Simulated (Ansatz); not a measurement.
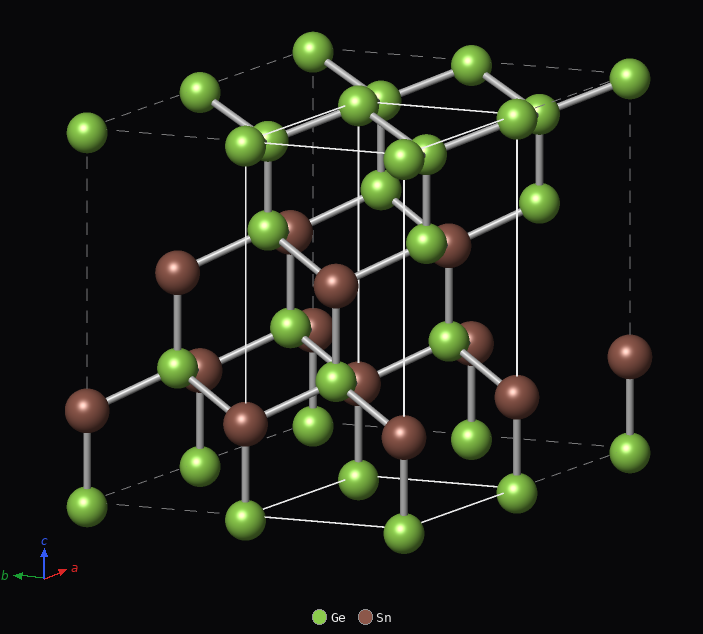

We look at a ball-and-stick model of the crystal from a general direction. A block of 2×2×1 cells is shown, with one conventional unit cell in solid outline.

SnGe₂, space group P3m1 (No. 156), a = 4.24 Å, b = 4.24 Å, c = 10.35 Å, α = 90.00°, β = 90.00°, γ = 120.00°.

Method used: DFT, HSE06, plane waves, PAW in Ansatz 0.2.0. It ran with plane-wave cutoff 420 eV, a 6×6×2 sampling of the Brillouin zone, Fermi-Dirac smearing of 0.02 eV, no spin polarisation.

> Is the electronic structure metallic or gapped?

A metal: bands cross the Fermi level.

> What is the pressure at this volume?

The computed pressure is 0.1 GPa, close to zero.

Its origin is a structure type filled with these elements by a generator (whether the compound takes this form wasn't checked). Earlier steps of the study, as a rule a relaxation of our own, may have changed the cell and positions, so they can lie some per cent off the listed ones. Ansatz was used for an electronic-structure calculation on it.
